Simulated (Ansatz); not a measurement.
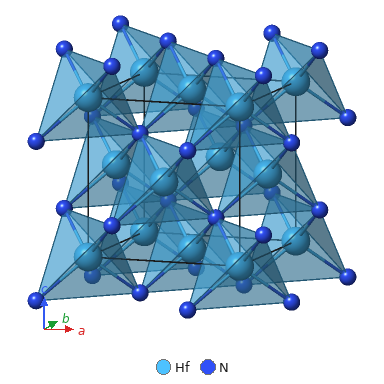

System: HfN, space group F-43m (No. 216). The picture shows the conventional cell.

The given structure:
```xyz
2
Lattice="0.0000 2.4548 2.4548 2.4548 0.0000 2.4548 2.4548 2.4548 0.0000" Properties=species:S:1:pos:R:3 pbc="T T T"
Hf    0.0000    0.0000    0.0000
N     1.2274    1.2274    1.2274
```

Method: all-electron LAPW DFT, no spin polarisation; energies at scaled volumes of the given cell, shape and fractions fixed, counted from the fit's minimum, third-order Birch-Murnaghan fit (Ansatz 0.2.0). Level: PBEsol.

k mesh 9×9×9; occupations Fermi–Dirac; smearing width 0.05 eV; potentials all electron LAPW, scalar relativistic; program settings basis error eV/atom 0.001.

What does the calculation give for the energy against volume? The volume takes the values 13.91, 14.20, 14.50, 14.79, 15.09, 15.38, 15.68 Å³/atom.

A third-order Birch–Murnaghan fit gives V0 = 14.41 Å³/atom, B0 = 201 GPa and B′ = 4.0. The energy is 11.72 meV/atom at volume 13.91 Å³/atom and 61.17 meV/atom at 15.68 Å³/atom; the lowest computed point is at volume 14.50 Å³/atom (0.34 meV/atom), in a single well.

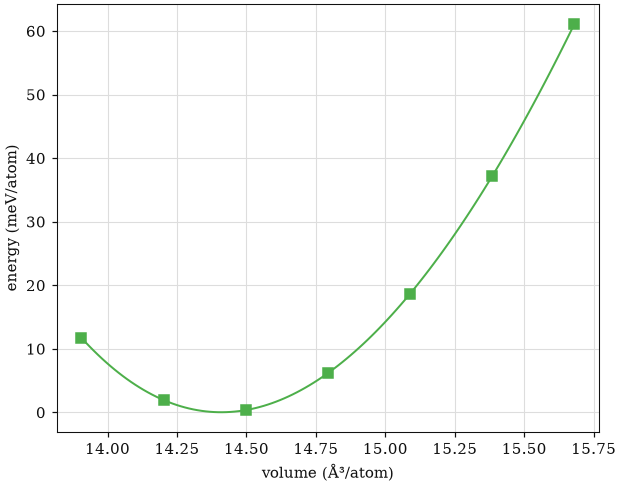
